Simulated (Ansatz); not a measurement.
The coordinates of a crystal:

Space group F-43m (No. 216). a = 4.394 Å, b = 4.394 Å, c = 4.394 Å, α = 90.00°, β = 90.00°, γ = 90.00°
```csv
atom,site,symmetry,x,y,z
Ga,4a,-43m,0.0000,0.0000,0.0000
N,4c,-43m,0.2500,0.7500,0.7500
```

Q: What crystal do these data define?

A: Composition: GaN. The symmetry is that of F-43m (No. 216), on a face-centred cubic lattice. Among the common structure types it is zinc blende (sphalerite type). Cell content: 4 Ga, 4 N, that is 4 formula units. The polyhedra are GaN4 tetrahedra; they share corners. Around each Ga lie four N in a tetrahedral arrangement at 1.90 Å. N bonds to four Ga in a tetrahedral arrangement at 1.90 Å. The bonds build a three-dimensional framework.

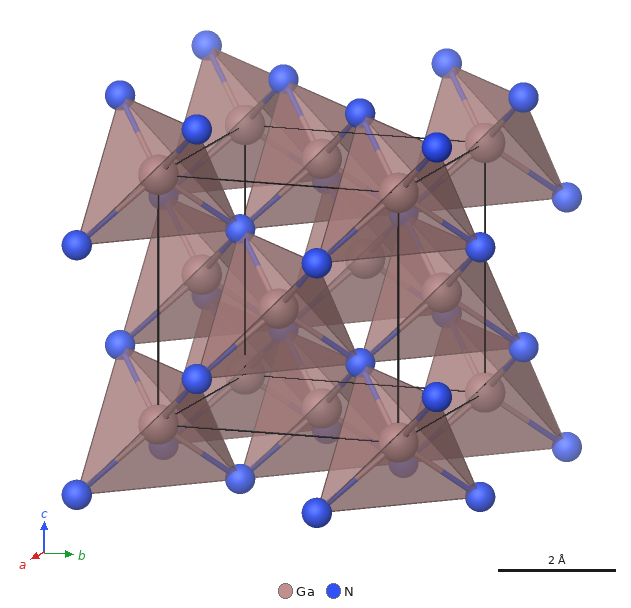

Drawn in the polyhedral manner and seen slightly off an axis. The frame is the conventional unit cell; atoms at its boundary are shown with their periodic copies. A few atoms beyond the faces are included.

The initial geometry was a structure listed in the Materials Project. The cell was then strained or its atoms displaced on purpose. It went into a calculation with Ansatz.

At this level of theory the cell isn't at rest (compressed, at 16 GPa), so its distances can differ from those at equilibrium, the more so the softer the solid.
